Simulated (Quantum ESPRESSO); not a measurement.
**Relaxation of cell and atoms of C (part 3 of 4)**

C (P1, 4 atoms in the cell); Kohn-Sham DFT of a periodic cell, PBE with D3, GBRV 1.5 PBE, no spin polarisation (Quantum ESPRESSO 7.5); cutoff 612.26 eV, 9×7×3 k-mesh, fermi-dirac of 0.136 eV. The structure derives from a Materials Project entry.

Geometry of the input (Å; fractional positions):
```
-1.7498  1.2023  -0.0884
2.0608  1.7409  -0.0716
0.3819  -0.9354  -6.2664
C  0.1674  0.3388  0.4981
C  0.1679  0.8354  0.9977
C  0.8349  0.1680  0.0036
C  0.8297  0.6578  0.5006
```

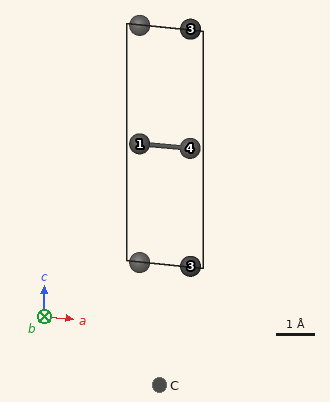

The structure as given in the input (ball-and-stick view of the cell of the calculation, along the b axis; atoms are numbered from 1 in the order of the input). An atom can appear more than once, as a periodic image.

## The program's output, continued
```
     total energy              =     -45.98511411 Ry
     estimated scf accuracy    <          2.0E-10 Ry

     iteration #  9     ecut=    45.00 Ry     beta= 0.50
     Davidson diagonalization with overlap
     ethr =  1.28E-12,  avg # of iterations =  2.0

     total energy              =     -45.98511411 Ry
     estimated scf accuracy    <          2.6E-11 Ry

     iteration # 10     ecut=    45.00 Ry     beta= 0.50
     Davidson diagonalization with overlap
     ethr =  1.62E-13,  avg # of iterations =  1.9

     End of self-consistent calculation

          k = 0.0000 0.0000-0.0000 (  1239 PWs)   bands (ev):

   -13.0587 -12.8448  -1.8092  -0.2389   3.4911   3.5012   3.5250   3.5377
    10.5091  14.8077  14.8462  14.9023  14.9338  16.1229

          k =-0.0005 0.0011-0.1011 (  1236 PWs)   bands (ev):

   -13.0072 -12.9003  -1.4642  -0.6885   3.4936   3.4986   3.5282   3.5345
    11.6211  14.2248  14.8175  14.8368  14.9103  14.9261

          k = 0.0713 0.1231-0.0143 (  1252 PWs)   bands (ev):

   -12.5734 -12.3688  -1.2144   0.3033   1.7449   1.7697   2.6304   2.6420
    11.1336  14.8955  14.9789  16.2940  16.7751  16.8101

          k = 0.0707 0.1242-0.1154 (  1260 PWs)   bands (ev):

   -12.5103 -12.4361  -0.7834  -0.2408   1.7396   1.7749   2.6299   2.6424
    12.5137  14.2859  14.9440  15.0090  16.3142  16.4969

          k = 0.0718 0.1221 0.0869 (  1254 PWs)   bands (ev):

   -12.5377 -12.4073  -0.9742  -0.0148   1.7520   1.7624   2.6242   2.6482
    11.9071  14.8038  15.0002  15.2471  16.3777  16.7842

          k = 0.1425 0.2463-0.0285 (  1255 PWs)   bands (ev):

   -11.1351 -10.9565  -1.8484  -1.7915   0.5220   1.1612   1.1694   1.8659
    12.5677  12.9877  13.0099  14.4413  14.5675  17.7878

          k = 0.1420 0.2473-0.1296 (  1259 PWs)   bands (ev):

   -11.0668 -11.0282  -1.8570  -1.7827   1.0045   1.1537   1.1769   1.2862
    12.4874  13.0463  14.2260  14.4913  14.8268  15.6554

          k = 0.1430 0.2452 0.0726 (  1266 PWs)   bands (ev):

   -11.1165 -10.9766  -1.8289  -1.8114   0.6474   1.1496   1.1809   1.7018
    12.7167  12.7751  13.4623  14.3629  14.6406  17.1016

          k = 0.2138 0.3694-0.0428 (  1265 PWs)   bands (ev):

    -8.8272  -8.6914  -5.5019  -5.4090   0.2556   0.2585   3.0973   3.9404
     8.8389   9.3649  14.0131  14.0277  16.0809  19.4507

          k = 0.2132 0.3705-0.1439 (  1261 PWs)   bands (ev):

    -8.7622  -8.7584  -5.5077  -5.4032   0.2425   0.2717   3.4757   3.5439
     8.6779   9.4555  13.9080  14.1357  17.6174  17.7839

          k = 0.2143 0.3683 0.0584 (  1267 PWs)   bands (ev):

    -8.8253  -8.6933  -5.4619  -5.4503   0.2411   0.2732   3.0747   3.9919
     8.9330   9.1738  13.9015  14.1465  16.1677  19.3353

          k =-0.0553 0.0960-0.0225 (  1255 PWs)   bands (ev):

   -12.7627 -12.5593  -1.4340   0.0682   2.4022   2.4182   2.9217   2.9370
    10.9354  14.8940  14.9763  16.0974  16.1246  16.8983

          k =-0.0558 0.0971-0.1236 (  1251 PWs)   bands (ev):

   -12.6918 -12.6345  -0.9503  -0.5325   2.4037   2.4166   2.9198   2.9390
    12.4892  13.8607  14.9376  14.9766  16.1105  16.1118

          k =-0.0548 0.0949 0.0786 (  1251 PWs)   bands (ev):

   -12.7352 -12.5891  -1.2496  -0.1786   2.3957   2.4247   2.9274   2.9313
    11.5294  14.8682  14.9524  15.2512  16.0980  16.1240

          k = 0.0159 0.2191-0.0368 (  1261 PWs)   bands (ev):

   -11.9034 -11.7212  -0.3727   0.2182   0.2529   0.9915   1.3445   1.3607
    12.1030  14.4831  14.7956  15.6709  15.7942  16.8695

          k = 0.0154 0.2202-0.1379 (  1260 PWs)   bands (ev):

   -11.8260 -11.8024   0.1708   0.2243   0.2465   0.3449   1.3492   1.3566
    13.8248  14.3919  14.5889  14.7078  15.7413  15.7878

          k = 0.0165 0.2181 0.0644 (  1264 PWs)   bands (ev):

   -11.8921 -11.7335  -0.2958   0.2292   0.2416   0.8888   1.3410   1.3645
    12.3498  14.5463  14.7317  15.6243  15.8061  16.4578

          k = 0.0872 0.3423-0.0510 (  1266 PWs)   bands (ev):

   -10.1158  -9.9686  -3.2180  -3.1400  -0.1609  -0.1554   1.7611   2.8547
    10.7852  11.3632  14.4339  15.4670  15.5676  18.0753

          k = 0.0867 0.3433-0.1522 (  1268 PWs)   bands (ev):

   -10.0471 -10.0398  -3.2163  -3.1418  -0.1767  -0.1392   2.2411   2.3098
    10.8115  11.2988  15.3085  15.4965  16.1586  16.3028

          k = 0.0877 0.3412 0.0501 (  1271 PWs)   bands (ev):

   -10.1193  -9.9649  -3.1811  -3.1776  -0.1796  -0.1364   1.7311   2.8955
    11.0077  11.1012  14.3835  15.3603  15.6619  18.1644

          k = 0.1584 0.4654-0.0653 (  1276 PWs)   bands (ev):

    -7.6581  -7.6028  -6.4198  -6.3478  -0.7553  -0.7511   4.2885   4.4245
     8.1261   8.4011  15.1697  15.2146  17.7692  18.3462

          k = 0.1579 0.4665-0.1664 (  1273 PWs)   bands (ev):

    -7.6545  -7.6039  -6.4251  -6.3465  -0.7765  -0.7298   4.1659   4.6264
     7.9221   8.4458  15.0465  15.3499  18.1028  18.6991

          k = 0.1590 0.4643 0.0358 (  1271 PWs)   bands (ev):

    -7.6821  -7.5760  -6.3889  -6.3823  -0.7743  -0.7319   4.0889   4.6867
     8.0814   8.3365  15.0680  15.3287  17.5250  18.8332

          k =-0.2691-0.2734 0.0202 (  1273 PWs)   bands (ev):

    -9.6094  -9.4467  -4.0117  -3.9470  -0.3702  -0.3572   2.2682   3.4621
    10.0282  10.4803  14.8350  15.3424  15.5182  18.6770

          k =-0.2696-0.2723-0.0809 (  1270 PWs)   bands (ev):

    -9.5861  -9.4714  -3.9946  -3.9646  -0.3868  -0.3401   2.4172   3.2804
    10.1363  10.3185  15.2431  15.2880  15.6843  18.0711

          k =-0.2685-0.2745 0.1214 (  1271 PWs)   bands (ev):

    -9.5534  -9.5054  -4.0265  -3.9318  -0.3804  -0.3466   2.6668   2.9921
     9.9235  10.5669  15.2358  15.4676  16.2160  17.2657

          k =-0.1978-0.1503 0.0060 (  1267 PWs)   bands (ev):

   -11.5896 -11.3962  -0.5003  -0.4680  -0.0371   0.9641   0.9827   1.4211
    12.3460  13.7429  14.0423  15.7440  15.8816  17.4410

          k =-0.1983-0.1492-0.0951 (  1260 PWs)   bands (ev):

   -11.5484 -11.4403  -0.4893  -0.4791   0.2458   0.9591   0.9879   1.0550
    13.2411  13.8819  13.9009  15.5965  15.9058  16.0982

          k =-0.1973-0.1513 0.1071 (  1263 PWs)   bands (ev):

   -11.5372 -11.4520  -0.5053  -0.4629   0.3259   0.9595   0.9692   0.9788
    13.4683  13.7931  14.0251  15.4641  15.8066  15.9930

          k =-0.1266-0.0271-0.0083 (  1252 PWs)   bands (ev):

   -12.6570 -12.4495  -1.3197   0.2173   2.0372   2.0571   2.7386   2.7517
    11.0139  14.9936  15.0717  16.3382  16.3792  16.5607

          k =-0.1271-0.0261-0.1094 (  1257 PWs)   bands (ev):

   -12.5991 -12.5115  -0.9264  -0.2857   2.0331   2.0611   2.7411   2.7492
    12.2759  14.3845  15.0426  15.0877  16.3461  16.3725

          k =-0.1260-0.0282 0.0929 (  1254 PWs)   bands (ev):

   -12.6148 -12.4950  -1.0354  -0.1564   2.0431   2.0511   2.7346   2.7557
    11.9290  14.7744  15.0841  15.1245  16.3513  16.3656

          k =-0.1106 0.1920-0.0450 (  1268 PWs)   bands (ev):

   -11.8815 -11.7072  -0.3280  -0.1498  -0.1375   0.9768   1.7705   1.7951
    12.1966  14.4367  14.5104  14.7252  14.8517  16.8188

          k =-0.1112 0.1931-0.1462 (  1259 PWs)   bands (ev):

   -11.7991 -11.7931  -0.1657  -0.1217   0.2535   0.3000   1.7697   1.7960
    13.9744  14.0036  14.5053  14.6922  14.8380  14.9104

          k =-0.1101 0.1909 0.0561 (  1252 PWs)   bands (ev):

   -11.8786 -11.7103  -0.3075  -0.1716  -0.1153   0.9494   1.7820   1.7838
    12.2587  14.3105  14.6405  14.7932  14.7935  16.7025

          k =-0.0394 0.3151-0.0593 (  1273 PWs)   bands (ev):

   -10.6653 -10.5207  -2.0043  -1.9915  -0.2040  -0.1633   1.1533   2.2447
    11.9889  12.2160  13.8732  16.1826  16.4748  17.4380

          k =-0.0399 0.3162-0.1604 (  1267 PWs)   bands (ev):

   -10.6056 -10.5827  -2.0217  -1.9741  -0.1982  -0.1686   1.5820   1.7504
    11.9823  12.2201  15.1699  15.6705  16.3031  16.5136

          k =-0.0389 0.3141 0.0418 (  1267 PWs)   bands (ev):

   -10.6763 -10.5088  -2.0279  -1.9675  -0.1893  -0.1782   1.0782   2.3423
    11.8840  12.3437  13.6265  16.2764  16.3834  17.7996

          k = 0.0319 0.4383-0.0736 (  1278 PWs)   bands (ev):

    -8.5799  -8.4754  -4.2976  -4.2198  -2.3273  -2.3239   3.5709   4.3099
     8.9282   9.4126  16.3804  17.6154  18.1357  18.4300

          k = 0.0313 0.4393-0.1747 (  1277 PWs)   bands (ev):

    -8.5501  -8.5062  -4.2799  -4.2384  -2.3490  -2.3012   3.7618   4.0999
     9.1055   9.2005  16.7776  17.2858  17.9856  18.4854

          k = 0.0324 0.4372 0.0276 (  1283 PWs)   bands (ev):

    -8.6012  -8.4529  -4.2771  -4.2408  -2.3512  -2.3000   3.4177   4.5007
     8.9672   9.3596  16.1295  17.7911  18.0886  18.3373

          k = 0.1031 0.5614-0.0878 (  1288 PWs)   bands (ev):

    -7.4725  -7.3475  -5.5689  -5.5119  -2.6509  -2.6262   4.5813   5.3206
     7.8809   8.1720  17.4527  17.4585  17.9051  18.2497

          k = 0.1026 0.5625-0.1889 (  1276 PWs)   bands (ev):

    -7.4530  -7.3675  -5.5583  -5.5237  -2.6723  -2.6038   4.6548   5.2807
     7.9657   7.9933  17.2478  17.6537  17.7575  18.3259

          k = 0.1036 0.5603 0.0133 (  1284 PWs)   bands (ev):

    -7.4305  -7.3910  -5.5860  -5.4943  -2.6601  -2.6163   4.8791   4.9986
     7.8560   8.1825  17.2692  17.5588  18.0384  18.3906

          k =-0.3244-0.1774-0.0023 (  1269 PWs)   bands (ev):

    -9.8485  -9.6780  -2.9043  -2.8636  -1.3471  -1.3165   2.0077   3.2977
    10.6156  10.9947  14.5419  17.6145  17.8819  18.0727

          k =-0.3249-0.1763-0.1034 (  1265 PWs)   bands (ev):

    -9.8055  -9.7235  -2.9001  -2.8687  -1.3341  -1.3279   2.3095   2.9237
    10.6844  10.9111  15.4062  17.0643  17.7249  17.8431

          k =-0.3239-0.1785 0.0989 (  1269 PWs)   bands (ev):

    -9.8087  -9.7202  -2.8890  -2.8799  -1.3433  -1.3188   2.2858   2.9513
    10.7214  10.8708  15.3446  17.1288  17.6735  17.8844

          k =-0.2531-0.0543-0.0165 (  1267 PWs)   bands (ev):

   -11.4635 -11.2743  -1.0044  -0.9628   0.1195   1.1704   1.1833   1.5454
    12.5245  13.3857  13.7226  14.9431  15.0703  17.5597

          k =-0.2537-0.0532-0.1177 (  1256 PWs)   bands (ev):

   -11.4031 -11.3383  -1.0151  -0.9518   0.5414   1.0216   1.1666   1.1874
    13.2890  13.7548  13.9074  14.9368  15.0113  15.6385

          k =-0.2526-0.0553 0.0846 (  1259 PWs)   bands (ev):

   -11.4322 -11.3079  -0.9944  -0.9728   0.3331   1.1601   1.1936   1.2663
    13.1586  13.4981  13.6485  14.8676  15.1216  16.4410

          k =-0.1819 0.0689-0.0308 (  1256 PWs)   bands (ev):

   -12.1521 -11.9618  -0.6830   0.7084   0.7284   0.7503   1.8301   1.8431
    11.7454  15.0736  15.2320  15.4447  15.4758  16.7528

          k =-0.1824 0.0700-0.1319 (  1259 PWs)   bands (ev):

   -12.0777 -12.0402  -0.1657   0.1101   0.7088   0.7413   1.8307   1.8428
    13.3913  14.2882  15.1587  15.3200  15.3757  15.4547

          k =-0.1814 0.0678 0.0703 (  1261 PWs)   bands (ev):

   -12.1340 -11.9813  -0.5611   0.5737   0.7243   0.7257   1.8241   1.8493
    12.1377  15.1758  15.1783  15.3732  15.4504  16.0902

          k =-0.1660 0.2880-0.0676 (  1274 PWs)   bands (ev):

   -10.4389 -10.3066  -3.0765  -3.0707   0.7530   0.7847   1.4259   2.4201
    11.4245  11.4644  14.1401  14.1837  14.6091  17.7478

          k =-0.1665 0.2891-0.1687 (  1260 PWs)   bands (ev):

   -10.3926 -10.3548  -3.1143  -3.0320   0.7557   0.7821   1.7632   2.0307
    11.1395  11.7695  14.1629  14.3690  15.4696  16.3892

          k =-0.1654 0.2869 0.0336 (  1253 PWs)   bands (ev):

   -10.4572 -10.2871  -3.1115  -3.0349   0.7662   0.7717   1.3054   2.5730
    11.1896  11.7651  13.7685  14.2763  14.4495  18.3998

          k =-0.0947 0.4111-0.0818 (  1275 PWs)   bands (ev):

    -8.9104  -8.8112  -4.6537  -4.6328  -1.0652  -1.0096   3.1670   3.8979
     9.3602   9.4396  15.8630  16.0733  16.4137  18.1835

          k =-0.0952 0.4122-0.1829 (  1272 PWs)   bands (ev):

    -8.8890  -8.8334  -4.6914  -4.5939  -1.0555  -1.0194   3.3429   3.6921
     9.1260   9.7195  15.8579  16.1255  16.7726  17.7793

          k =-0.0942 0.4101 0.0193 (  1272 PWs)   bands (ev):

    -8.9374  -8.7827  -4.6812  -4.6045  -1.0472  -1.0279   3.0025   4.0851
     9.1830   9.6892  15.6482  15.9733  16.1829  18.6808

          k =-0.0235 0.5343-0.0961 (  1283 PWs)   bands (ev):

    -6.7332  -6.6720  -5.5914  -5.5861  -3.6997  -3.6493   5.5154   5.9704
     7.1631   7.4408  16.9591  17.2806  18.8636  19.6231

          k =-0.0240 0.5354-0.1972 (  1284 PWs)   bands (ev):

    -6.7242  -6.6823  -5.6148  -5.5604  -3.6840  -3.6656   5.6213   5.7847
     7.2764   7.4227  17.0982  17.2403  18.9933  19.4138

          k =-0.0229 0.5332 0.0051 (  1287 PWs)   bands (ev):

    -6.7542  -6.6511  -5.6175  -5.5577  -3.6912  -3.6592   5.4165   6.0314
     7.1258   7.5506  17.2091  17.3676  18.3063  19.4971

          k = 0.0478 0.6574-0.1103 (  1291 PWs)   bands (ev):

    -7.4928  -7.3627  -5.3592  -5.3031  -2.9093  -2.8808   4.5928   5.4204
     7.8361   8.1922  17.4334  17.4389  17.9185  18.5155

          k = 0.0473 0.6585-0.2115 (  1282 PWs)   bands (ev):

    -7.4523  -7.4048  -5.3741  -5.2879  -2.9133  -2.8760   4.8795   5.0962
     7.8536   8.1723  17.1974  17.4749  18.3556  18.7795

          k = 0.0483 0.6563-0.0092 (  1281 PWs)   bands (ev):

    -7.4695  -7.3869  -5.3467  -5.3166  -2.9275  -2.8615   4.7053   5.3175
     7.9617   8.0010  17.1650  17.5705  18.0383  18.7339

          k =-0.3797-0.0814-0.0248 (  1269 PWs)   bands (ev):

    -9.5248  -9.3650  -4.2325  -4.1641  -0.2148  -0.2038   2.3639   3.5248
     9.8645  10.3319  14.8405  14.9756  15.2612  18.8038

          k =-0.3802-0.0803-0.1259 (  1270 PWs)   bands (ev):

    -9.4666  -9.4259  -4.2470  -4.1491  -0.2258  -0.1926   2.7786   3.0422
     9.7435  10.4320  14.8880  15.1017  16.3833  17.3058

          k =-0.3792-0.0825 0.0763 (  1276 PWs)   bands (ev):

    -9.5051  -9.3860  -4.2133  -4.1838  -0.2313  -0.1871   2.4856   3.3790
     9.9637  10.1746  14.8766  15.0807  15.5716  18.2691

          k =-0.3085 0.0417-0.0391 (  1260 PWs)   bands (ev):

   -10.7607 -10.5943  -2.4628  -2.3966   0.7719   0.7791   0.9827   2.2327
    11.8335  12.3449  13.5173  14.5548  14.6793  17.9379

          k =-0.3090 0.0428-0.1402 (  1262 PWs)   bands (ev):

   -10.6877 -10.6703  -2.4682  -2.3911   0.7620   0.7891   1.5040   1.6250
    11.7857  12.3565  14.4210  14.6168  15.3780  15.7801

          k =-0.3079 0.0407 0.0621 (  1267 PWs)   bands (ev):

   -10.7522 -10.6033  -2.4354  -2.4245   0.7584   0.7927   1.0369   2.1628
    12.0426  12.0877  13.7304  14.4672  14.7595  17.6337

          k =-0.2372 0.1649-0.0533 (  1270 PWs)   bands (ev):

   -11.0717 -10.9154  -1.3062  -1.2850   0.1860   0.2191   0.6596   1.8378
    12.7287  13.0070  13.3059  16.2198  16.4679  17.2534

          k =-0.2377 0.1660-0.1544 (  1263 PWs)   bands (ev):

   -11.0005 -10.9894  -1.3095  -1.2819   0.1924   0.2134   1.1690   1.2504
    12.8074  12.9257  14.8886  15.1376  16.3262  16.4659

          k =-0.2367 0.1638 0.0478 (  1265 PWs)   bands (ev):

   -11.0770 -10.9097  -1.3198  -1.2711   0.1965   0.2086   0.6234   1.8853
    12.6823  13.0695  13.1814  16.2847  16.4005  17.4450

          k =-0.2213 0.3840-0.0901 (  1261 PWs)   bands (ev):

    -8.5175  -8.4317  -5.8313  -5.7926   0.1909   0.2263   3.4363   4.0436
     8.5540   8.9511  13.8785  14.1563  17.0307  19.0245

          k =-0.2218 0.3851-0.1912 (  1264 PWs)   bands (ev):

    -8.5051  -8.4448  -5.8677  -5.7544   0.1977   0.2192   3.5924   3.8449
     8.4481   9.1619  13.9283  14.0999  17.2337  18.8252

          k =-0.2208 0.3829 0.0110 (  1273 PWs)   bands (ev):

    -8.5470  -8.4009  -5.8487  -5.7741   0.2015   0.2154   3.3026   4.1584
     8.6722   8.9653  13.9623  14.0681  16.2678  19.4409

          k =-0.1500 0.5071-0.1043 (  1271 PWs)   bands (ev):

    -7.5472  -7.4778  -6.2893  -6.2427  -1.2856  -1.2266   4.3094   4.8086
     7.9618   8.2669  15.7434  16.1158  17.7825  18.5347

          k =-0.1506 0.5082-0.2055 (  1279 PWs)   bands (ev):

    -7.5602  -7.4669  -6.2801  -6.2480  -1.2700  -1.2425   4.3007   4.7433
     8.1910   8.1983  15.8310  16.0045  17.6150  18.4246

          k =-0.1495 0.5061-0.0032 (  1274 PWs)   bands (ev):

    -7.5260  -7.5019  -6.3032  -6.2243  -1.2719  -1.2406   4.4953   4.5444
     8.0251   8.3541  15.8153  16.0178  18.0006  18.3468

          k =-0.0788 0.6303-0.1186 (  1283 PWs)   bands (ev):

    -7.7822  -7.6981  -4.7827  -4.7299  -3.1284  -3.1100   4.4710   5.0471
     8.1233   8.4944  16.9200  17.4846  18.9276  19.0415

          k =-0.0793 0.6314-0.2197 (  1292 PWs)   bands (ev):

    -7.8087  -7.6703  -4.7831  -4.7289  -3.1415  -3.0979   4.2904   5.2633
     8.0687   8.5511  17.0665  17.5452  17.9698  19.0108

          k =-0.0783 0.6292-0.0175 (  1281 PWs)   bands (ev):

    -7.7675  -7.7132  -4.7576  -4.7558  -3.1313  -3.1060   4.5595   4.9505
     8.2485   8.3541  17.0248  17.3417  18.7938  19.3094

          k =-0.0075 0.7534-0.1329 (  1274 PWs)   bands (ev):

    -7.4897  -7.4668  -6.4435  -6.3955  -1.0158  -1.0092   4.4871   4.4895
     8.0816   8.2800  15.4541  15.5120  17.9938  18.1927

          k =-0.0080 0.7545-0.2340 (  1272 PWs)   bands (ev):

    -7.5201  -7.4331  -6.4318  -6.4113  -1.0346  -0.9902   4.2591   4.7758
     7.9926   8.2676  15.3557  15.6250  17.7646  18.6210

          k =-0.0070 0.7523-0.0317 (  1271 PWs)   bands (ev):

    -7.5081  -7.4441  -6.4567  -6.3882  -1.0379  -0.9868   4.2744   4.7909
     7.8669   8.3303  15.3294  15.6542  18.0182  18.6511

          k =-0.4350 0.0146-0.0473 (  1267 PWs)   bands (ev):

    -8.6650  -8.5353  -5.6794  -5.5842   0.1962   0.1985   3.2712   4.0379
     8.6822   9.1980  13.9882  13.9970  16.3175  19.4156

          k =-0.4356 0.0157-0.1484 (  1263 PWs)   bands (ev):

    -8.6029  -8.5992  -5.6840  -5.5797   0.1824   0.2125   3.5851   3.7182
     8.5163   9.2843  13.8766  14.1110  17.8609  17.8684

          k =-0.4345 0.0135 0.0538 (  1274 PWs)   bands (ev):

    -8.6667  -8.5333  -5.6371  -5.6280   0.1812   0.2136   3.2199   4.1269
     8.7687   9.0115  13.8732  14.1186  16.3282  19.4379

          k =-0.3638 0.1377-0.0616 (  1272 PWs)   bands (ev):

    -9.5079  -9.3785  -3.7143  -3.6325  -1.0690  -1.0660   2.4912   3.4396
     9.9827  10.5490  15.2765  16.4513  16.5300  18.0797

          k =-0.3643 0.1388-0.1627 (  1268 PWs)   bands (ev):

    -9.4568  -9.4314  -3.7071  -3.6401  -1.0903  -1.0441   2.8398   3.0463
    10.0706  10.4221  16.2292  16.2379  16.7793  17.0073

          k =-0.3633 0.1367 0.0396 (  1275 PWs)   bands (ev):

    -9.5202  -9.3654  -3.6812  -3.6664  -1.0919  -1.0429   2.3992   3.5590
    10.1424  10.3585  15.0555  16.3236  16.6596  18.2829

          k =-0.2925 0.2609-0.0758 (  1276 PWs)   bands (ev):

    -9.4531  -9.3410  -3.9084  -3.8975  -0.8788  -0.8265   2.5776   3.4155
    10.1215  10.1407  15.5203  15.9504  16.3318  17.9759

          k =-0.2931 0.2620-0.1770 (  1271 PWs)   bands (ev):

    -9.4221  -9.3732  -3.9454  -3.8596  -0.8711  -0.8342   2.8107   3.1471
     9.8827  10.4045  15.8423  16.1850  16.3938  17.2921

          k =-0.2920 0.2598 0.0253 (  1275 PWs)   bands (ev):

    -9.4769  -9.3158  -3.9401  -3.8651  -0.8606  -0.8452   2.4234   3.6027
     9.8905  10.4259  15.0279  16.0644  16.2069  18.5222

     the Fermi energy is     6.5633 ev

!    total energy              =     -45.98511411 Ry
     estimated scf accuracy    <          6.6E-13 Ry
     smearing contrib. (-TS)   =      -0.00008984 Ry
     internal energy E=F+TS    =     -45.98502427 Ry

     The total energy is F=E-TS. E is the sum of the following terms:
     one-electron contribution =     -14.42465781 Ry
     hartree contribution      =      14.88693686 Ry
     xc contribution           =     -14.54508790 Ry
     ewald contribution        =     -31.87819132 Ry
     DFT-D3 Dispersion         =      -0.02402411 Ry

     convergence has been achieved in  10 iterations

     Forces acting on atoms (cartesian axes, Ry/au):

     atom    1 type  1   force =     0.00021334    0.00015841   -0.00001188
     atom    2 type  1   force =     0.00019259    0.00016028    0.00001733
     atom    3 type  1   force =    -0.00019127   -0.00017264    0.00001549
     atom    4 type  1   force =    -0.00021466   -0.00014606   -0.00002094

     Total force =     0.000518     Total SCF correction =     0.000000

     Computing stress (Cartesian axis) and pressure

          total   stress  (Ry/bohr**3)                   (kbar)     P=       -0.63
  -0.00000394  -0.00000294   0.00000121           -0.58       -0.43        0.18
  -0.00000294  -0.00001094   0.00000191           -0.43       -1.61        0.28
   0.00000121   0.00000191   0.00000194            0.18        0.28        0.29

=------------------------------------------------------------------------------=
   JOB DONE.
=------------------------------------------------------------------------------=
```
